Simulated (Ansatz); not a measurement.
**Geometry relaxation of Bi4Se3 (part 1 of 2)**

Bi4Se3 (R-3m, 7 atoms in the cell), computed with DFT PBEsol, scalar-relativistic, plane waves, PAW (Ansatz 0.2.0).

The structure derives from an entry of the Crystallography Open Database. The run did not end well. It belongs to a series of runs on one base structure; here: volume × 1.06, shape and atoms relaxed. Figures and captions count atoms from 1; the log counts them from 0 in places.

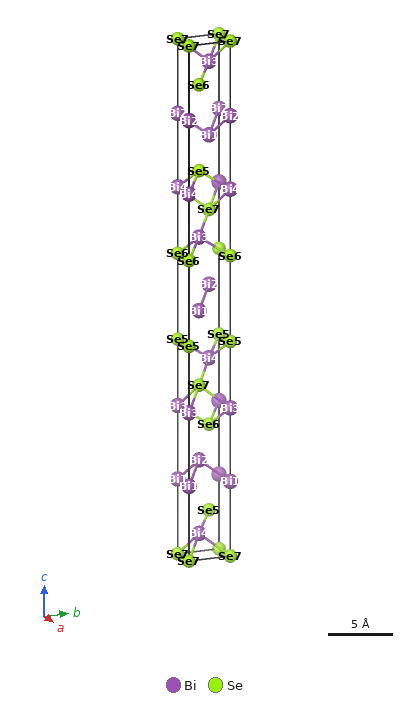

*The input geometry (ball-and-stick view of the cell 3 times as large as that of the calculation, set on its symmetry axes, seen slightly off an axis; atoms are numbered from 1 in the order of the input). An atom can appear more than once, as a periodic image.*

Near neighbours in the periodic cell (some may lie outside the picture): Bi has 3 Bi at 3.06 Å; Bi has 6 Se at 2.93 to 3.11 Å; Se has 3 Bi at 2.93 Å; Se has 6 Bi at 3.11 Å.

## Input file
```yaml
crystal:
  lattice:
    - [2.1628329444, 1.2487121826, 13.5495628124]
    - [-2.1628329444, 1.2487121826, 13.5495628124]
    - [0.0, -2.4974243653, 13.5495628124]
  atoms:
    - { symbol: Bi, position: [0.1449961119, 0.1449961119, 0.1449961119] }
    - { symbol: Bi, position: [0.8550038881, 0.8550038881, 0.8550038881] }
    - { symbol: Bi, position: [0.2876987208, 0.2876987208, 0.2876987208] }
    - { symbol: Bi, position: [0.7123012792, 0.7123012792, 0.7123012792] }
    - { symbol: Se, position: [0.4166870371, 0.4166870371, 0.4166870371] }
    - { symbol: Se, position: [0.5833129629, 0.5833129629, 0.5833129629] }
    - { symbol: Se, position: [0.0, 0.0, 0.0] }
basis:
  ecutwfc: 420
kpoints:
  mp_grid: { grid: [12, 12, 12] }
hamiltonian:
  xc: pbesol
scf:
  occupations: { method: gaussian, width: 0.1 }
output:
  forces: true
  stress: true
  eigenvalues: true
relax:
  adjacent_minimum: "off"
  f_tol: 0.01
  max_steps: 30
  cell: { stress_tol: 0.1, fix: [volume] }
```

Hardware: 2 threads of Intel Xeon (Sapphire Rapids), 32 GiB of memory available, shared host.

Launched with:
```bash
ansatz run input.yaml --threads 2 --pin off --max-ram 5120MiB --backend cpu --events-out ev --progress --plain --runs-dir out
```

## Output
```
basis.fft_grid_basis auto: the FFT boxes are laid along the combinations [[1, 0, -1], [0, 1, -1], [0, 0, 1]] of the cell's own vectors, 4.326, 4.326 and 13.778 Å long. The dense box has 30×30×96 points. Along the cell's own vectors, as sized, it would have 96×96×96, 10.24 times as many. Of the 12 symmetry operations that the crystal satisfies within crystal.symmetry.tolerance (time reversal apart; of a slab, those that keep its plane) the dense box along the cell's own vectors carries 12, and the one as laid loses 8 of those. basis.fft_grid_basis: typed keeps the cell's own vectors: state it where this run's energies or levels are differenced outside the engine with another run's, or held beside a run that keeps those vectors.
Engine: ansatz 0.2.0, x86_64-unknown-linux-gnu
Pseudopotentials: kind: paw
Pseudopotential: Bi, paw, valence charge 15, recommended cutoff 420 eV (normal), Bi.paw.azcp
Pseudopotential: Se, paw, valence charge 16, recommended cutoff 420 eV (normal), Se.paw.azcp
Functional definition: PBEsol
  exchange = pbesol_x
  correlation = pbesol_c
Crystal: 7 atoms, lattice volume = 219.564 Å³
Basis set: ecut = 420 eV, 4287 PW (Γ), FFT grids on a1−a3, a2−a3, a3, exchange–correlation on 60×60×192 points (8 copies of the dense FFT grid, shifted against one another)
Bands: 65, of which v1, the nominal top of the filled ones, is band 54 counted from 1 (53 counted from 0)
Symmetry: 12 space group operations
Space group: R-3m (ITA 166), of the structure as read, at distance tolerance 6.0e-5 Å
k-points: 189 of 1728
Non-local potential: Bi, projectors of the file, l = 0: 2, l = 1: 2, l = 2: 2, l = 3: 2
Non-local potential: Se, projectors of the file, l = 0: 2, l = 1: 2, l = 2: 3, l = 3: 1
PAW form: soft (Blöchl's): semilocal exchange-correlation on the pseudo side does not see the compensation charge
PAW frozen core: Bi, regenerated for the run's functional, and the local potential with it (the file was generated under x = pbe(κ = 0.804, μ = 0.2195149727645171), c = pbe(β = 0.06672455060314922))
PAW frozen core: Se, regenerated for the run's functional, and the local potential with it (the file was generated under x = pbe(κ = 0.804, μ = 0.2195149727645171), c = pbe(β = 0.06672455060314922))
PAW one-centre angular grid: Bi, 590 points (default); XC on 64 Gauss nodes
PAW one-centre angular grid: Se, 590 points (default); XC on 64 Gauss nodes
Initial density: superposition of atomic densities (neutral atoms: chi_scale 0, normalization atom), corrected by the library's trained network
Initial wavefunctions: pseudopotential atomic-orbital guess
Functional: x = pbesol(κ = 0.804, μ = 0.12345679012345678), c = pbesol(β = 0.046)
SCF iter   1: F=—  HF=-65242.433498 eV  |F-HF|=—  |Δ(HF+E_count)|=         —  Δρ=2.88e-3  dr2=5.38e-2  ethr=1.77e-3  ⟨swp⟩=8.6  Hψ=50510  notcnv=0  defer=2
preconditioner: auto → LDOS  [metal: Δε(μ)=0.014 eV  Ē_g=8.766 eV  σ=0.100 eV  W_gap=0.08  n_scr=58 (ndim 8)  ℏωp=15.4 eV  f_vac=0.021  D(μ)=0.52/eV (n_scr^D=2)  β→1.0]
SCF iter   2: F=—  HF=-65242.487392 eV  |F-HF|=—  |Δ(HF+E_count)|=   5.39e-2  Δρ=6.38e-3  dr2=4.51e-1  ethr=4.98e-5  ⟨swp⟩=2.3  Hψ=26000  notcnv=0  defer=578
SCF iter   3: F=—  HF=-65242.426369 eV  |F-HF|=—  |Δ(HF+E_count)|=   6.10e-2  Δρ=1.70e-3  dr2=8.25e-2  ethr=4.98e-5  ⟨swp⟩=2.2  Hψ=20598  notcnv=0  defer=578
SCF iter   4: F=—  HF=-65242.419074 eV  |F-HF|=—  |Δ(HF+E_count)|=   7.30e-3  Δρ=2.56e-4  dr2=1.06e-3  ethr=4.98e-5  ⟨swp⟩=1.5  Hψ=12830  notcnv=0  defer=447
SCF iter   5: F=—  HF=-65242.419010 eV  |F-HF|=—  |Δ(HF+E_count)|=   6.44e-5  Δρ=5.26e-5  dr2=2.38e-5  ethr=9.84e-7  ⟨swp⟩=2.0  Hψ=13667  notcnv=0  defer=393
SCF iter   6: F=—  HF=-65242.418815 eV  |F-HF|=—  |Δ(HF+E_count)|=   1.94e-4  Δρ=1.67e-5  dr2=7.59e-7  ethr=2.21e-8  ⟨swp⟩=2.0  Hψ=20422  notcnv=0  defer=203
SCF iter   7: F=—  HF=-65242.418815 eV  |F-HF|=—  |Δ(HF+E_count)|=   1.03e-7  Δρ=6.26e-6  dr2=2.06e-7  ethr=9.26e-11  ⟨swp⟩=10.6  Hψ=62462  notcnv=0
SCF iter   8: F=-65242.418815 eV  HF=-65242.418815 eV  |F-HF|=1.07e-8  |Δ(HF+E_count)|=   3.76e-8  Δρ=2.50e-6  dr2=1.64e-8  ethr=9.26e-11  ⟨swp⟩=4.3  Hψ=41281  notcnv=0
SCF 1 converged in 8 iterations: F = -65242.418815 eV  dr2 = 1.64e-8
  greatest PAW one-centre occupation: 1.000 electrons in one spin orbital (limit 2), on the Se atom at site 5 (counted from 0), in its partial waves of l = 2
relax step   1: F+E_penalty+E_count = -65242.41881543 eV  Δ(F+E_penalty+E_count) = +0.000e0 eV  max|allowed force component| = 1.852e-1 eV/Å  Δτ_max = 0.0000 Å  P = -2.540 GPa  Ω = 219.564 Å³  fix = [volume]  reactions: volume -2.540 GPa  (8 SCF iters, dr2 threshold 1.00e-7 eV, accepted)
Initial density: handed on by an earlier stage of this run
Initial wavefunctions: those handed on with the density
iter 1 solved again at ethr=4.04e-5 eV; its pass at ethr=3.10e-3 eV (dr2=4.36e-2 eV) is discarded
SCF iter   1: F=—  HF=-65242.435132 eV  |F-HF|=—  |Δ(HF+E_count)|=         —  Δρ=2.19e-3  dr2=4.27e-2  ethr=4.04e-5  ⟨swp⟩=1.0  Hψ=44889  notcnv=0
preconditioner: auto → LDOS  [metal: Δε(μ)=0.043 eV  Ē_g=8.827 eV  σ=0.100 eV  W_gap=0.24  n_scr=58 (ndim 8)  ℏωp=15.4 eV  f_vac=0.019  D(μ)=0.38/eV (n_scr^D=2)  β→1.0]
SCF iter   2: F=—  HF=-65242.483387 eV  |F-HF|=—  |Δ(HF+E_count)|=   4.83e-2  Δρ=4.20e-3  dr2=7.25e-1  ethr=3.95e-5  ⟨swp⟩=2.6  Hψ=24427  notcnv=0  defer=10  recentre
SCF iter   3: F=—  HF=-65242.431193 eV  |F-HF|=—  |Δ(HF+E_count)|=   5.22e-2  Δρ=1.19e-3  dr2=1.53e-2  ethr=3.95e-5  ⟨swp⟩=2.0  Hψ=25040  notcnv=0  defer=493
SCF iter   4: F=—  HF=-65242.429596 eV  |F-HF|=—  |Δ(HF+E_count)|=   1.60e-3  Δρ=2.05e-4  dr2=1.93e-4  ethr=1.41e-5  ⟨swp⟩=1.9  Hψ=12911  notcnv=0  defer=511
SCF iter   5: F=—  HF=-65242.429381 eV  |F-HF|=—  |Δ(HF+E_count)|=   2.15e-4  Δρ=7.46e-5  dr2=2.80e-5  ethr=1.79e-7  ⟨swp⟩=2.8  Hψ=19943  notcnv=0  defer=506
SCF iter   6: F=—  HF=-65242.429381 eV  |F-HF|=—  |Δ(HF+E_count)|=   1.17e-7  Δρ=2.85e-5  dr2=1.14e-6  ethr=2.59e-8  ⟨swp⟩=2.0  Hψ=13315  notcnv=0  defer=499
SCF iter   7: F=-65242.429382 eV  HF=-65242.429382 eV  |F-HF|=2.68e-8  |Δ(HF+E_count)|=   7.15e-7  Δρ=8.68e-6  dr2=1.40e-7  ethr=6.48e-10  ⟨swp⟩=11.1  Hψ=56144  notcnv=0
SCF 2 converged in 7 iterations: F = -65242.429382 eV  dr2 = 1.40e-7
relax step   2: F+E_penalty+E_count = -65242.42938157 eV  Δ(F+E_penalty+E_count) = -1.057e-2 eV  max|allowed force component| = 4.960e-2 eV/Å  Δτ_max = 0.0469 Å  P = -1.965 GPa  Ω = 219.564 Å³  energy of the carried Pulay correction = +2.009e-17 eV  fix = [volume]  reactions: volume -1.965 GPa  (7 SCF iters, dr2 threshold 7.00e-7 eV, accepted)
Basis set: ecut = 420 eV, 4227 PW (Γ), FFT grids on a1−a3, a2−a3, a3, exchange–correlation on 60×60×192 points (8 copies of the dense FFT grid, shifted against one another)
iter 1 solved again at ethr=2.32e-6 eV; its pass at ethr=3.10e-3 eV (dr2=2.50e-3 eV) is discarded
SCF iter   1: F=—  HF=-65242.433028 eV  |F-HF|=—  |Δ(HF+E_count)|=         —  Δρ=7.64e-4  dr2=2.19e-3  ethr=2.32e-6  ⟨swp⟩=2.4  Hψ=55083  notcnv=0
preconditioner: auto → LDOS  [metal: Δε(μ)=0.014 eV  Ē_g=8.830 eV  σ=0.100 eV  W_gap=0.08  n_scr=58 (ndim 8)  ℏωp=15.4 eV  f_vac=0.020  D(μ)=0.57/eV (n_scr^D=2)  β→1.0]
SCF iter   2: F=—  HF=-65242.434173 eV  |F-HF|=—  |Δ(HF+E_count)|=   1.14e-3  Δρ=7.66e-4  dr2=1.67e-2  ethr=2.03e-6  ⟨swp⟩=2.0  Hψ=22494  notcnv=0  recentre
SCF iter   3: F=—  HF=-65242.432832 eV  |F-HF|=—  |Δ(HF+E_count)|=   1.34e-3  Δρ=3.72e-4  dr2=1.32e-3  ethr=2.03e-6  ⟨swp⟩=2.0  Hψ=21738  notcnv=0
SCF iter   4: F=—  HF=-65242.432713 eV  |F-HF|=—  |Δ(HF+E_count)|=   1.18e-4  Δρ=8.82e-5  dr2=3.12e-5  ethr=1.22e-6  ⟨swp⟩=1.4  Hψ=12697  notcnv=0
SCF iter   5: F=—  HF=-65242.432515 eV  |F-HF|=—  |Δ(HF+E_count)|=   1.99e-4  Δρ=2.32e-5  dr2=7.73e-7  ethr=2.89e-8  ⟨swp⟩=2.1  Hψ=14567  notcnv=0
SCF iter   6: F=-65242.432515 eV  HF=-65242.432515 eV  |F-HF|=1.69e-8  |Δ(HF+E_count)|=   3.55e-7  Δρ=8.10e-6  dr2=1.02e-7  ethr=1.81e-10  ⟨swp⟩=6.9  Hψ=55327  notcnv=0
SCF 3 converged in 6 iterations: F = -65242.432515 eV  dr2 = 1.02e-7
relax step   3: F+E_penalty+E_count = -65242.43251491 eV  Δ(F+E_penalty+E_count) = -3.133e-3 eV  max|allowed force component| = 7.090e-3 eV/Å  Δτ_max = 0.0154 Å  P = -1.889 GPa  Ω = 219.564 Å³  fix = [volume]  reactions: volume -1.889 GPa  (6 SCF iters, dr2 threshold 1.96e-7 eV, accepted)
Basis set: ecut = 420 eV, 4305 PW (Γ), FFT grids on a1−a3, a2−a3, a3, exchange–correlation on 60×60×192 points (8 copies of the dense FFT grid, shifted against one another)
iter 1 solved again at ethr=5.32e-7 eV; its pass at ethr=3.10e-3 eV (dr2=5.75e-4 eV) is discarded
SCF iter   1: F=—  HF=-65242.433946 eV  |F-HF|=—  |Δ(HF+E_count)|=         —  Δρ=3.27e-4  dr2=5.11e-4  ethr=5.32e-7  ⟨swp⟩=3.0  Hψ=66084  notcnv=0
preconditioner: auto → LDOS  [metal: Δε(μ)=0.009 eV  Ē_g=8.835 eV  σ=0.100 eV  W_gap=0.05  n_scr=58 (ndim 8)  ℏωp=15.4 eV  f_vac=0.020  D(μ)=0.63/eV (n_scr^D=2)  β→1.0]
SCF iter   2: F=—  HF=-65242.433997 eV  |F-HF|=—  |Δ(HF+E_count)|=   5.07e-5  Δρ=2.12e-4  dr2=6.55e-4  ethr=4.73e-7  ⟨swp⟩=2.0  Hψ=18433  notcnv=0
SCF iter   3: F=—  HF=-65242.433887 eV  |F-HF|=—  |Δ(HF+E_count)|=   1.10e-4  Δρ=7.63e-5  dr2=4.40e-5  ethr=4.73e-7  ⟨swp⟩=3.0  Hψ=19959  notcnv=0
SCF iter   4: F=—  HF=-65242.433685 eV  |F-HF|=—  |Δ(HF+E_count)|=   2.02e-4  Δρ=5.08e-5  dr2=6.01e-5  ethr=4.08e-8  ⟨swp⟩=2.0  Hψ=20598  notcnv=0
SCF iter   5: F=—  HF=-65242.433680 eV  |F-HF|=—  |Δ(HF+E_count)|=   5.14e-6  Δρ=9.89e-6  dr2=4.00e-7  ethr=4.08e-8  ⟨swp⟩=1.3  Hψ=12559  notcnv=0
SCF iter   6: F=-65242.433680 eV  HF=-65242.433680 eV  |F-HF|=2.63e-8  |Δ(HF+E_count)|=   3.74e-8  Δρ=3.60e-6  dr2=4.16e-8  ethr=6.22e-11  ⟨swp⟩=6.8  Hψ=54814  notcnv=0
SCF 4 converged in 6 iterations: F = -65242.433680 eV  dr2 = 4.16e-8
relax step   4: F+E_penalty+E_count = -65242.43368010 eV  Δ(F+E_penalty+E_count) = -1.165e-3 eV  max|allowed force component| = 7.549e-3 eV/Å  Δτ_max = 0.0041 Å  P = -1.788 GPa  Ω = 219.564 Å³  energy of the carried Pulay correction = +2.009e-17 eV  fix = [volume]  reactions: volume -1.788 GPa  (6 SCF iters, dr2 threshold 6.72e-8 eV, accepted)
Initial wavefunctions: pseudopotential atomic-orbital guess (no wavefunctions were taken with the density)
iter 1 solved again at ethr=1.47e-7 eV; its pass at ethr=3.10e-3 eV (dr2=1.58e-4 eV) is discarded
SCF iter   1: F=—  HF=-65242.433328 eV  |F-HF|=—  |Δ(HF+E_count)|=         —  Δρ=1.95e-4  dr2=1.88e-6  ethr=1.47e-7  ⟨swp⟩=3.1  Hψ=85975  notcnv=0
preconditioner: auto → LDOS  [metal: Δε(μ)=0.009 eV  Ē_g=8.835 eV  σ=0.100 eV  W_gap=0.05  n_scr=58 (ndim 8)  ℏωp=15.4 eV  f_vac=0.020  D(μ)=0.66/eV (n_scr^D=2)  β→1.0]
SCF iter   2: F=—  HF=-65242.433669 eV  |F-HF|=—  |Δ(HF+E_count)|=   3.41e-4  Δρ=7.17e-6  dr2=3.23e-7  ethr=1.74e-9  ⟨swp⟩=2.0  Hψ=19168  notcnv=0
```

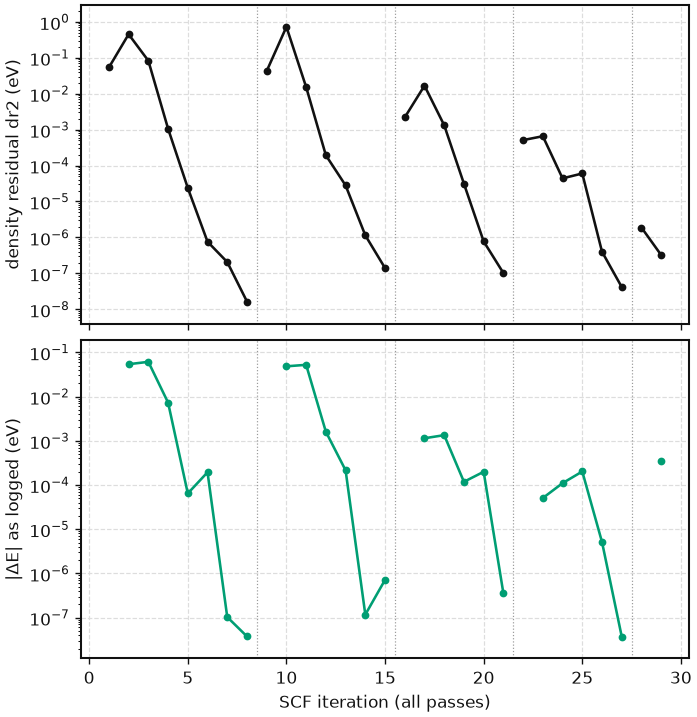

*Convergence of the self-consistent field: density residual dr2 and size of the energy change against the SCF iteration. Dotted lines part the SCF passes that the log prints in full.*

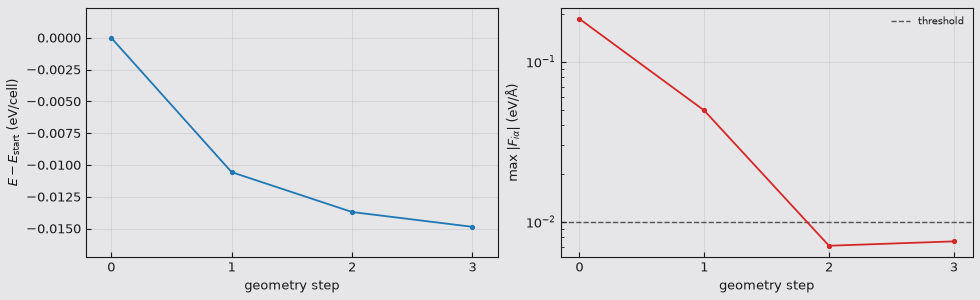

*Progress of the relaxation, step by step (the first geometry is step 0 here and step 1 in the log).*
